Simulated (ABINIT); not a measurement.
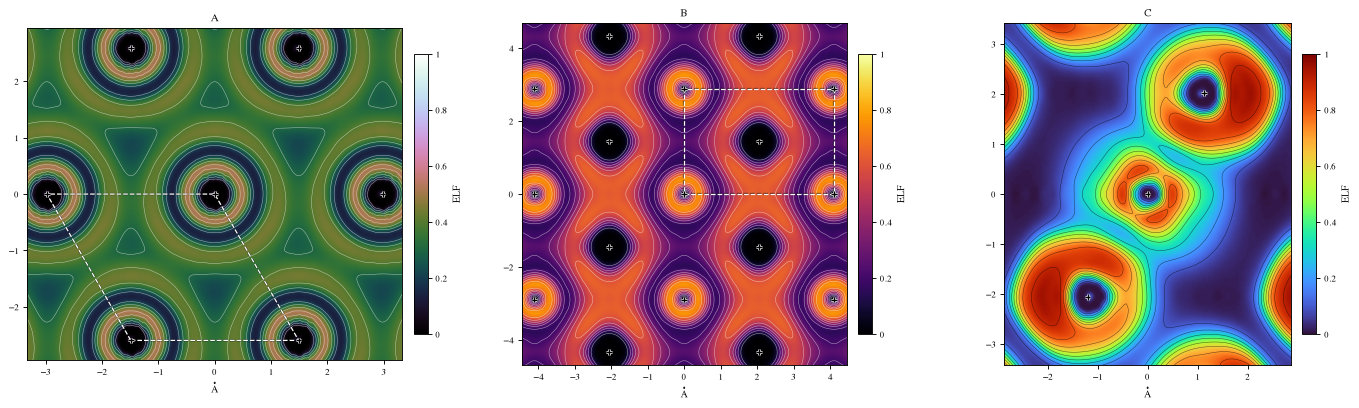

The electron localisation function of 3 systems, each on a plane through atoms (crosses mark nuclei in the plane).

These are results of Kohn-Sham DFT of a periodic cell, PBEsol, PseudoDojo NC SR PBEsol v0.4.1 standard in ABINIT 10.8.3, not measurements.

System 1: Al$_{2}$Cu, the (010) plane of the conventional cell. Space group P4/mmm; a structure from a database of computed crystals, not necessarily the ambient phase; computed pressure about −3 GPa in this cell.

```cif
data_structure
_symmetry_space_group_name_H-M 'P 1'
_symmetry_Int_Tables_number 1
_cell_length_a 4.1052
_cell_length_b 4.1052
_cell_length_c 2.8913
_cell_angle_alpha 90.000
_cell_angle_beta 90.000
_cell_angle_gamma 90.000
_cell_volume 48.73
loop_
_atom_site_label
_atom_site_type_symbol
_atom_site_fract_x
_atom_site_fract_y
_atom_site_fract_z
_atom_site_occupancy
Cu1 Cu 0.00000 0.00000 0.00000 1
Al1 Al 0.00000 0.50000 0.50000 1
Al2 Al 0.50000 0.00000 0.50000 1
```

System 2: Ge, the (001) plane of the conventional cell. Space group P-1; a structure from a database of computed crystals, not necessarily the ambient phase.

```xyz
2
Lattice="-2.9761 0.0000 0.0000 1.4881 -2.5947 0.0000 0.0000 0.0000 4.7276" Properties=species:S:1:pos:R:3 pbc="T T T"
Ge   -2.2384   -0.3951    3.5645
Ge    0.7504   -2.1996    1.1631
```

System 3: PtS$_{2}$, the (110) plane of the conventional cell. Space group P1; not relaxed (largest force 1.1 eV/Å); computed pressure about 4 GPa in this cell.

```cif
data_structure
_symmetry_space_group_name_H-M 'P 1'
_symmetry_Int_Tables_number 1
_cell_length_a 3.5432
_cell_length_b 3.5432
_cell_length_c 5.0388
_cell_angle_alpha 90.000
_cell_angle_beta 90.000
_cell_angle_gamma 120.000
_cell_volume 54.78
loop_
_atom_site_label
_atom_site_type_symbol
_atom_site_fract_x
_atom_site_fract_y
_atom_site_fract_z
_atom_site_occupancy
Pt1 Pt 0.99943 0.99349 0.01005 1
S1 S 0.66718 0.33107 0.77169 1
S2 S 0.33506 0.67148 0.23435 1
```

Which map belongs to which system?

Answer. Panel A is system 2, Ge: the plane holds Ge. Ge–Ge (2.99 Å): the ELF is about 0.35 at the midpoint. Panel B is system 1, Al$_{2}$Cu: the plane holds Cu and Al. Al–Cu (2.51 Å): the ELF peaks at about 0.65 between the atoms. Panel C is system 3, PtS$_{2}$: the plane holds Pt and S. Pt–S (2.31 Å): the ELF peaks at about 0.85 in the valence shell of S, 0.8 Å from its nucleus, and is about 0.50 at the midpoint.
